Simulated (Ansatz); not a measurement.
# SiO2 (P4_2/mnm): the host for defect calculations, part 2 of 3

Before any defect goes in: SiO2 (P4_2/mnm) at rest, and how it screens a charge.

Ansatz 0.2.0; plane-wave PAW DFT, r2SCAN; relaxation of the host's cell and atoms; PAW set soft_1 (the session's first sound run).

So far. Step 3 (Dielectric tensors of the host): The principal values of the electronic dielectric tensor are 3.41, 3.41 and 3.58. The principal values of the static dielectric tensor are 9.01, 11.60 and 11.60.

## 5. Self-consistent run

This step: plane-wave PAW DFT, r2SCAN; single point of the defect-free supercell, a test of its k-points; PAW set soft_1 (Ansatz 0.2.0).

System of this step: SiO2 (P4_2/mnm). The cell holds 96 atoms: 32 Si and 64 O. Its edges and angles: a = 9.926 Å, b = 9.926 Å, c = 11.836 Å, α = 53.4°, β = 53.4°, γ = 73.2°.

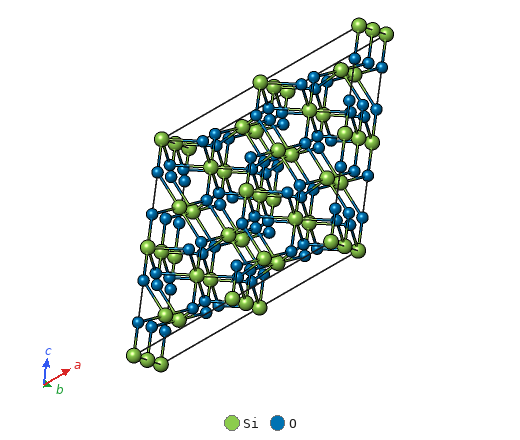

The cell of this step (silicon green, oxygen blue). Some periodic images of atoms are drawn too.

Contents of pristine.sampling/input.yaml:

```yaml
crystal:
  lattice:
    - [0.0, 8.3695907132, 5.3368094992]
    - [8.3695907132, 0.0, 5.3368094992]
    - [8.3695907132, 8.3695907132, 0.0]
  atoms:
    - { symbol: Si, position: [0.0, 0.0, 0.0] }
    - { symbol: Si, position: [0.25, 0.25, 0.25] }
    - { symbol: Si, position: [0.125, 0.125, 0.125] }
    - { symbol: Si, position: [0.375, 0.375, 0.375] }
    - { symbol: O, position: [0.0, 0.0, 0.1530516746] }
    - { symbol: O, position: [0.25, 0.25, 0.4030516747] }
    - { symbol: O, position: [0.0, 0.0, 0.3469483253] }
    - { symbol: O, position: [0.25, 0.25, 0.0969483254] }
    - { symbol: O, position: [0.0280516746, 0.2219483254, 0.375] }
    - { symbol: O, position: [0.2780516747, 0.4719483254, 0.125] }
    - { symbol: O, position: [0.2219483254, 0.0280516746, 0.375] }
    - { symbol: O, position: [0.4719483254, 0.2780516747, 0.125] }
    - { symbol: Si, position: [0.0, 0.0, 0.5] }
    - { symbol: Si, position: [0.25, 0.25, 0.75] }
    - { symbol: Si, position: [0.125, 0.125, 0.625] }
    - { symbol: Si, position: [0.375, 0.375, 0.875] }
    - { symbol: O, position: [0.0, 0.0, 0.6530516746] }
    - { symbol: O, position: [0.25, 0.25, 0.9030516746] }
    - { symbol: O, position: [0.0, 0.0, 0.8469483254] }
    - { symbol: O, position: [0.25, 0.25, 0.5969483254] }
    - { symbol: O, position: [0.0280516746, 0.2219483254, 0.875] }
    - { symbol: O, position: [0.2780516747, 0.4719483254, 0.625] }
    - { symbol: O, position: [0.2219483254, 0.0280516746, 0.875] }
    - { symbol: O, position: [0.4719483254, 0.2780516747, 0.625] }
    - { symbol: Si, position: [0.0, 0.5, 0.0] }
    - { symbol: Si, position: [0.25, 0.75, 0.25] }
    - { symbol: Si, position: [0.125, 0.625, 0.125] }
    - { symbol: Si, position: [0.375, 0.875, 0.375] }
    - { symbol: O, position: [0.0, 0.5, 0.1530516746] }
    - { symbol: O, position: [0.25, 0.75, 0.4030516747] }
[... 60 atom lines left out ...]
    - { symbol: O, position: [0.5, 0.5, 0.8469483254] }
    - { symbol: O, position: [0.75, 0.75, 0.5969483254] }
    - { symbol: O, position: [0.5280516746, 0.7219483254, 0.875] }
    - { symbol: O, position: [0.7780516746, 0.9719483254, 0.625] }
    - { symbol: O, position: [0.7219483254, 0.5280516746, 0.875] }
    - { symbol: O, position: [0.9719483254, 0.7780516746, 0.625] }
basis:
  ecutwfc: 500
  xc_grid: 2
hamiltonian:
  xc: r2scan
  pseudopotentials: { kind: paw, azcp: { folder: soft_1 } }
kpoints:
  mp_grid: { grid: [1, 1, 1], shift: [0.25, 0.25, 0.25] }
scf:
  occupations: { method: fermi_dirac, width: 0.01 }
  max_iter: 80
```

The run is started by

```console
$ ansatz run input.yaml --threads 8 --pin off --max-ram 22609MiB --backend cpu --events-out ev --progress --plain --runs-dir out
```

Numbers of over 12 decimals in the logs are rounded to 6 here.

The program printed:

```text
[...]
Crystal: 96 atoms, lattice volume = 747.688 Å³
Basis set: ecut = 500 eV, 18959 PW (Γ), exchange–correlation on 150×150×180 points (8 copies of the dense FFT grid, shifted against one another)
Bands: 352, of which v1, the nominal top of the filled ones, is band 256 counted from 1 (255 counted from 0)
Symmetry: 64 space group operations
k-points: 1
[...]
SCF iter   1: F=—  HF=-56966.755505 eV  |F-HF|=—  |Δ(HF+E_count)|=         —  Δρ=1.47e-1  dr2=1.34e2  dr2_τ=1.78e1  ethr=3.10e-3  ⟨swp⟩=8.0  Hψ=1840  notcnv=0  defer=32
[...]
SCF iter   8: F=-56949.168099 eV  HF=-56949.168099 eV  |F-HF|=7.26e-9  |Δ(HF+E_count)|=   6.53e-7  Δρ=2.49e-6  dr2=3.65e-8  dr2_τ=3.48e-9  ethr=1.46e-10  ⟨swp⟩=3.0  Hψ=749  notcnv=0
SCF 1 converged in 8 iterations: F = -56949.168099 eV  dr2 = 3.65e-8
[...]
SCF converged after 8 iterations
Free energy (F): -56949.168099 eV
[...]
Internal energy: -56949.168099 eV  (E = F + TS)
E sigma→0 (E₀):  -56949.168099 eV
Fermi energy:    13.459019 eV
[...]
```

Wall time 9 s (8 threads of Arm Neoverse V2, shared host); peak memory 2.2 GiB.

Numbers from this step:

```
energy over dense mesh : 0.003548 eV/atom
```

## 6. Defect free supercell relaxed from its symmetric sites

This cell, the one that will hold the defects, is built from the relaxed host. Its coarser k-points can move the atoms a little, so it is relaxed from the symmetric sites, as the reference for the test of stability.

This step: plane-wave PAW DFT, r2SCAN; relaxation of the defect-free supercell from its symmetric sites; PAW set soft_1 (Ansatz 0.2.0).

pristine.symmetric/input.yaml, as its differences from pristine.sampling/input.yaml of step 5:

```diff
@@ -54 +54,12 @@
   max_iter: 80
+output:
+  forces: true
+relax:
+  f_tol: 0.01
+  max_steps: 60
+  escape_saddle: false
+checkpoint:
+  write: "../pristine.symmetric.run"
+  compress: false
+  write_wavefunctions: false
+  write_every: 100000
```

The program printed:

```text
[...]
Crystal: 96 atoms, lattice volume = 747.688 Å³
Basis set: ecut = 500 eV, 18959 PW (Γ), exchange–correlation on 150×150×180 points (8 copies of the dense FFT grid, shifted against one another)
Bands: 352, of which v1, the nominal top of the filled ones, is band 256 counted from 1 (255 counted from 0)
Symmetry: 64 space group operations
k-points: 1
[...]
SCF iter   1: F=—  HF=-56966.755506 eV  |F-HF|=—  |Δ(HF+E_count)|=         —  Δρ=1.47e-1  dr2=1.34e2  dr2_τ=1.78e1  ethr=3.10e-3  ⟨swp⟩=8.0  Hψ=1840  notcnv=0  defer=32
[...]
SCF iter   8: F=-56949.168099 eV  HF=-56949.168099 eV  |F-HF|=7.13e-9  |Δ(HF+E_count)|=   6.47e-7  Δρ=2.47e-6  dr2=3.72e-8  dr2_τ=3.52e-9  ethr=4.88e-10  ⟨swp⟩=4.0  Hψ=1002  notcnv=0
SCF 1 converged in 8 iterations: F = -56949.168099 eV  dr2 = 3.72e-8
[...]
relax step   1: F+E_penalty+E_count = -56949.16809917 eV  Δ(F+E_penalty+E_count) = +0.000e0 eV  max|allowed force component| = 2.517e-2 eV/Å  Δτ_max = 0.0000 Å  (8 SCF iters, dr2 threshold 2.50e-6 eV, accepted)
[...]
relax step   2: F+E_penalty+E_count = -56949.16872910 eV  Δ(F+E_penalty+E_count) = -6.299e-4 eV  max|allowed force component| = 1.700e-2 eV/Å  Δτ_max = 0.0003 Å  (4 SCF iters, accepted)
SCF iter   1: F=—  HF=-56949.168704 eV  |F-HF|=—  |Δ(HF+E_count)|=         —  Δρ=2.20e-4  dr2=2.54e-4  dr2_τ=1.40e-3  ethr=4.98e-7  ⟨swp⟩=2.0  Hψ=614  notcnv=0  defer=32
[...]
SCF iter   4: F=-56949.169265 eV  HF=-56949.169265 eV  |F-HF|=2.76e-8  |Δ(HF+E_count)|=   4.34e-7  Δρ=4.83e-6  dr2=9.32e-8  dr2_τ=9.57e-9  ethr=1.95e-11  ⟨swp⟩=4.0  Hψ=1069  notcnv=0
SCF 3 converged in 4 iterations: F = -56949.169265 eV  dr2 = 9.32e-8
relax step   3: F+E_penalty+E_count = -56949.16926516 eV  Δ(F+E_penalty+E_count) = -5.361e-4 eV  max|allowed force component| = 1.585e-4 eV/Å  Δτ_max = 0.0007 Å  (4 SCF iters, accepted)
[...]
SCF iter   2: F=-56949.169265 eV  HF=-56949.169265 eV  |F-HF|=1.38e-8  |Δ(HF+E_count)|=   2.48e-8  Δρ=2.72e-6  dr2=3.10e-8  dr2_τ=2.92e-9  ethr=1.81e-11  ⟨swp⟩=3.0  Hψ=866  notcnv=0
SCF 4 converged in 2 iterations: F = -56949.169265 eV  dr2 = 3.10e-8
SCF converged after 2 iterations
Free energy (F): -56949.169265 eV
[...]
Internal energy: -56949.169265 eV  (E = F + TS)
E sigma→0 (E₀):  -56949.169265 eV
Fermi energy:    13.460183 eV
[...]
--- Forces (eV/Å), atoms counted from 1 ---
  atom   1  Si     0.00000000     0.00000000     0.00000000
  atom   2  Si     0.00000000     0.00000000     0.00000000
  atom   3  Si    -0.00000000    -0.00000000    -0.00000000
  atom   4  Si     0.00000000     0.00000000    -0.00000000
  atom   5  O     -0.00015561    -0.00015561     0.00003958
  atom   6  O     -0.00015561    -0.00015561     0.00003958
  atom   7  O      0.00015561     0.00015561    -0.00003958
  atom   8  O      0.00015561     0.00015561    -0.00003958
  atom   9  O     -0.00009562     0.00009562     0.00000000
  atom  10  O     -0.00009562     0.00009562     0.00000000
  atom  11  O      0.00009562    -0.00009562     0.00000000
  atom  12  O      0.00009562    -0.00009562    -0.00000000
  atom  13  Si     0.00000000    -0.00000000    -0.00000000
  atom  14  Si     0.00000000    -0.00000000     0.00000000
  atom  15  Si    -0.00000000     0.00000000     0.00000000
  atom  16  Si    -0.00000000     0.00000000    -0.00000000
  atom  17  O     -0.00015561    -0.00015561     0.00003958
  atom  18  O     -0.00015561    -0.00015561     0.00003958
  atom  19  O      0.00015561     0.00015561    -0.00003958
  atom  20  O      0.00015561     0.00015561    -0.00003958
  atom  21  O     -0.00009562     0.00009562    -0.00000000
  atom  22  O     -0.00009562     0.00009562    -0.00000000
  atom  23  O      0.00009562    -0.00009562    -0.00000000
  atom  24  O      0.00009562    -0.00009562    -0.00000000
  atom  25  Si     0.00000000    -0.00000000     0.00000000
  atom  26  Si     0.00000000     0.00000000     0.00000000
  atom  27  Si     0.00000000    -0.00000000    -0.00000000
  atom  28  Si    -0.00000000    -0.00000000     0.00000000
  atom  29  O     -0.00015561    -0.00015561     0.00003958
  atom  30  O     -0.00015561    -0.00015561     0.00003958
  atom  31  O      0.00015561     0.00015561    -0.00003958
  atom  32  O      0.00015561     0.00015561    -0.00003958
  atom  33  O     -0.00009562     0.00009562     0.00000000
  atom  34  O     -0.00009562     0.00009562     0.00000000
  atom  35  O      0.00009562    -0.00009562     0.00000000
  atom  36  O      0.00009562    -0.00009562     0.00000000
  atom  37  Si     0.00000000     0.00000000     0.00000000
  atom  38  Si     0.00000000     0.00000000     0.00000000
  atom  39  Si    -0.00000000    -0.00000000     0.00000000
  atom  40  Si     0.00000000    -0.00000000     0.00000000
[...]
atom  85  Si    -0.00000000     0.00000000    -0.00000000
  atom  86  Si    -0.00000000     0.00000000    -0.00000000
  atom  87  Si    -0.00000000     0.00000000     0.00000000
  atom  88  Si     0.00000000    -0.00000000    -0.00000000
  atom  89  O     -0.00015561    -0.00015561     0.00003958
  atom  90  O     -0.00015561    -0.00015561     0.00003958
  atom  91  O      0.00015561     0.00015561    -0.00003958
  atom  92  O      0.00015561     0.00015561    -0.00003958
  atom  93  O     -0.00009562     0.00009562     0.00000000
  atom  94  O     -0.00009562     0.00009562    -0.00000000
  atom  95  O      0.00009562    -0.00009562    -0.00000000
  atom  96  O      0.00009562    -0.00009562     0.00000000
  max |Σ_I F_I| component: 1.10e-18 eV/Å
--- Relaxed structure (3 steps of the walk, 3 accepted, 0 SCFs on fresh bases) ---
  F+E_penalty+E_count = -56949.16926516 eV   max|allowed force component| = 1.585e-4 eV/Å
  atoms:
    - { symbol: Si, position: [-3.392085012329942e-19, -3.457867330311381e-19, 0] }
    - { symbol: Si, position: [0.250000, 0.250000, 0.25] }
    - { symbol: Si, position: [0.125000, 0.125000, 0.125] }
    - { symbol: Si, position: [0.375000, 0.375000, 0.375000] }
    - { symbol: O, position: [8.04263955929305e-6, 8.04263955929305e-6, 0.153131] }
    - { symbol: O, position: [0.250008, 0.250008, 0.403131] }
    - { symbol: O, position: [-8.042639559290261e-6, -8.042639559290261e-6, 0.346869] }
    - { symbol: O, position: [0.249992, 0.249992, 0.096869] }
    - { symbol: O, position: [0.028140, 0.221860, 0.375000] }
    - { symbol: O, position: [0.278140, 0.471860, 0.125000] }
    - { symbol: O, position: [0.221860, 0.028140, 0.375000] }
    - { symbol: O, position: [0.471860, 0.278140, 0.125000] }
    - { symbol: Si, position: [-3.4249761713206615e-19, -3.4249761713206615e-19, 0.5] }
    - { symbol: Si, position: [0.250000, 0.250000, 0.75] }
    - { symbol: Si, position: [0.125000, 0.125000, 0.625000] }
    - { symbol: Si, position: [0.375000, 0.375000, 0.875000] }
    - { symbol: O, position: [8.042639559293048e-6, 8.042639559293048e-6, 0.653131] }
    - { symbol: O, position: [0.250008, 0.250008, 0.903131] }
    - { symbol: O, position: [-8.042639559290261e-6, -8.042639559290261e-6, 0.846869] }
    - { symbol: O, position: [0.249992, 0.249992, 0.596869] }
    - { symbol: O, position: [0.028140, 0.221860, 0.875] }
    - { symbol: O, position: [0.278140, 0.471860, 0.625] }
    - { symbol: O, position: [0.221860, 0.028140, 0.875] }
    - { symbol: O, position: [0.471860, 0.278140, 0.625] }
    - { symbol: Si, position: [-2.7755575615628914e-17, 0.5, 2.7755575615628914e-17] }
    - { symbol: Si, position: [0.250000, 0.75, 0.250000] }
    - { symbol: Si, position: [0.125, 0.625000, 0.125] }
    - { symbol: Si, position: [0.375000, 0.875, 0.375000] }
    - { symbol: O, position: [8.042639559224796e-6, 0.500008, 0.153131] }
    - { symbol: O, position: [0.250008, 0.750008, 0.403131] }
    - { symbol: O, position: [-8.042639559280307e-6, 0.499992, 0.346869] }
    - { symbol: O, position: [0.249992, 0.749992, 0.096869] }
    - { symbol: O, position: [0.028140, 0.721860, 0.375000] }
    - { symbol: O, position: [0.278140, 0.971860, 0.125000] }
    - { symbol: O, position: [0.221860, 0.528140, 0.375000] }
    - { symbol: O, position: [0.471860, 0.778140, 0.125000] }
    - { symbol: Si, position: [-2.7755575615628914e-17, 0.5, 0.5] }
    - { symbol: Si, position: [0.250000, 0.75, 0.75] }
    - { symbol: Si, position: [0.125000, 0.625, 0.625] }
    - { symbol: Si, position: [0.375, 0.875000, 0.875000] }
    - { symbol: O, position: [8.042639559335818e-6, 0.500008, 0.653131] }
    - { symbol: O, position: [0.250008, 0.750008, 0.903131] }
    - { symbol: O, position: [-8.042639559280307e-6, 0.499992, 0.846869] }
    - { symbol: O, position: [0.249992, 0.749992, 0.596869] }
    - { symbol: O, position: [0.028140, 0.721860, 0.875] }
    - { symbol: O, position: [0.278140, 0.971860, 0.625000] }
    - { symbol: O, position: [0.221860, 0.528140, 0.875] }
    - { symbol: O, position: [0.471860, 0.778140, 0.625000] }
    - { symbol: Si, position: [0.5, -2.7755575615628914e-17, 2.7755575615628914e-17] }
    - { symbol: Si, position: [0.75, 0.250000, 0.250000] }
    - { symbol: Si, position: [0.625000, 0.125, 0.125] }
    - { symbol: Si, position: [0.875, 0.375000, 0.375000] }
    - { symbol: O, position: [0.500008, 8.042639559224796e-6, 0.153131] }
    - { symbol: O, position: [0.750008, 0.250008, 0.403131] }
    - { symbol: O, position: [0.499992, -8.042639559280307e-6, 0.346869] }
    - { symbol: O, position: [0.749992, 0.249992, 0.096869] }
    - { symbol: O, position: [0.528140, 0.221860, 0.375000] }
    - { symbol: O, position: [0.778140, 0.471860, 0.125000] }
    - { symbol: O, position: [0.721860, 0.028140, 0.375000] }
    - { symbol: O, position: [0.971860, 0.278140, 0.125000] }
    - { symbol: Si, position: [0.5, -2.7755575615628914e-17, 0.5] }
    - { symbol: Si, position: [0.75, 0.250000, 0.75] }
    - { symbol: Si, position: [0.625, 0.125000, 0.625] }
    - { symbol: Si, position: [0.875000, 0.375, 0.875000] }
[...]
- { symbol: Si, position: [0.500000, 0.500000, 5.551115123125783e-17] }
    - { symbol: Si, position: [0.750000, 0.750000, 0.250000] }
    - { symbol: Si, position: [0.625000, 0.625000, 0.125] }
    - { symbol: Si, position: [0.875000, 0.875000, 0.375000] }
[...]
- { symbol: O, position: [0.528140, 0.721860, 0.375000] }
    - { symbol: O, position: [0.778140, 0.971860, 0.125000] }
    - { symbol: O, position: [0.721860, 0.528140, 0.375000] }
    - { symbol: O, position: [0.971860, 0.778140, 0.125000] }
    - { symbol: Si, position: [0.500000, 0.500000, 0.5] }
    - { symbol: Si, position: [0.750000, 0.750000, 0.750000] }
    - { symbol: Si, position: [0.625000, 0.625000, 0.625000] }
    - { symbol: Si, position: [0.875000, 0.875000, 0.875000] }
    - { symbol: O, position: [0.500008, 0.500008, 0.653131] }
    - { symbol: O, position: [0.750008, 0.750008, 0.903131] }
    - { symbol: O, position: [0.499992, 0.499992, 0.846869] }
    - { symbol: O, position: [0.749992, 0.749992, 0.596869] }
    - { symbol: O, position: [0.528140, 0.721860, 0.875000] }
    - { symbol: O, position: [0.778140, 0.971860, 0.625000] }
    - { symbol: O, position: [0.721860, 0.528140, 0.875000] }
    - { symbol: O, position: [0.971860, 0.778140, 0.625000] }
```

It took 27 s on 8 threads; peak memory 2.2 GiB.

No atom moved by 0.005 Å in the relaxation.

[end of part 2 of 3]

[Logs are printed without paths, hosts, clocks, repeated set-up lines and the standing remarks that a program may print on its own settings, such as how far it seeks lower states.]

[Hosts, paths, dates, database ids (printed as entryN), source tags and the programs' standing remarks are cut or masked in the printed files.]

[Runs of the host that timed out are not shown.]

[For some hosts the program warned that the k-mesh of the response run may be too coarse for force constants and the static dielectric constant; such warnings are not always shown.]
